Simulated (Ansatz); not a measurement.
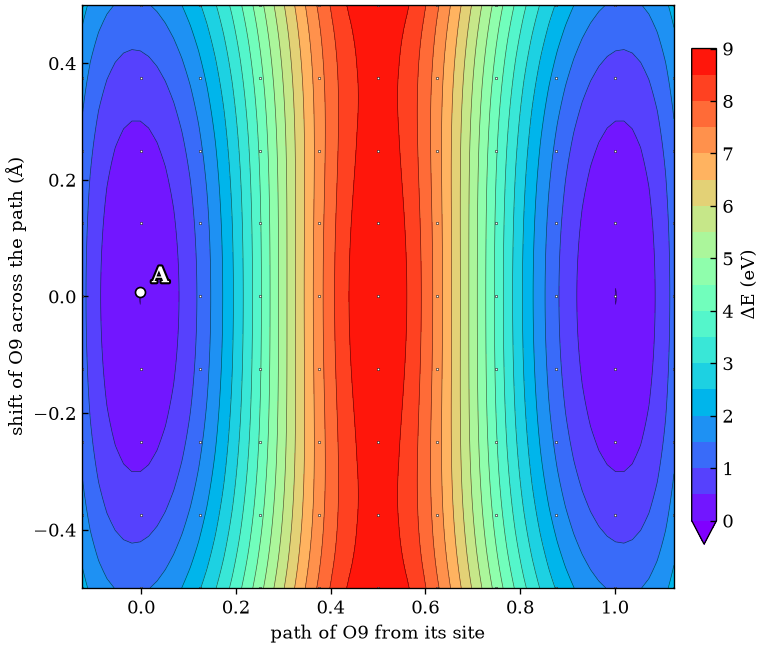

SiO₂ (P4_2/mnm phase) with one O vacancy (11 atoms in the cell). An atom moved over a plane that holds its own site and a neighbouring vacancy (x along [0 −1 1], y along [0 1 1], z along [−1 0 0] of the conventional cell). Coordinates scanned: (1) path of O9 from its site (0) to the vacancy (1), 2.285 Å; (2) shift of O9 across the path, along the Cartesian direction [−1 1 0]. Nothing is relaxed (all other atoms held at the sites of the perfect crystal). The grid has 11 × 9 points; 30 points were computed and 69 follow by symmetry. Points are written as (first, second). Energies: eV per cell, counted from the lowest grid point. The band gap closes in part of the range. Theory: Ansatz 0.2.0, DFT LDA, scalar-relativistic, plane waves, PAW. Settings: cutoff 420 eV, k-mesh 6×6×6, gaussian smearing 0.05 eV, no spin polarisation.

In the figure: filled contours, dots at the grid points, the point A. Between grid points the surface is interpolated.

> What is the easiest way out of the well at A, and how high is the barrier?

The easiest path leads from the well at (0.000, 0.000 Å) [nearest 3 Si at 1.77 Å] to a well of about the same depth at (1.000, 0.000 Å) [nearest 3 Si at 1.77 Å]. Its highest point lies about 8.7 eV above the bottom of the first well on the interpolated surface, at about (0.50, 0.35 Å). This is the barrier on the constrained surface; relaxing the other coordinates would change it.

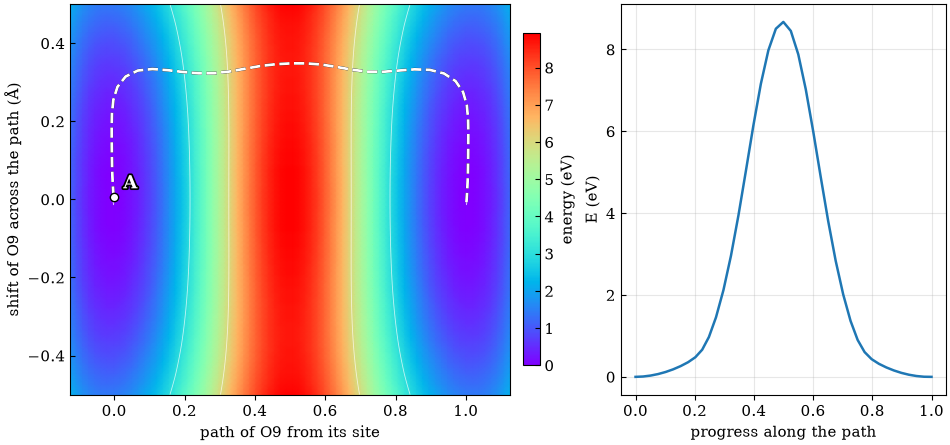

In the figure: a smooth colour map with a few white contour lines, a line along the lowest path, the energy along the path at the right. Between grid points the surface is interpolated.

PAW datasets: the set soft_1.
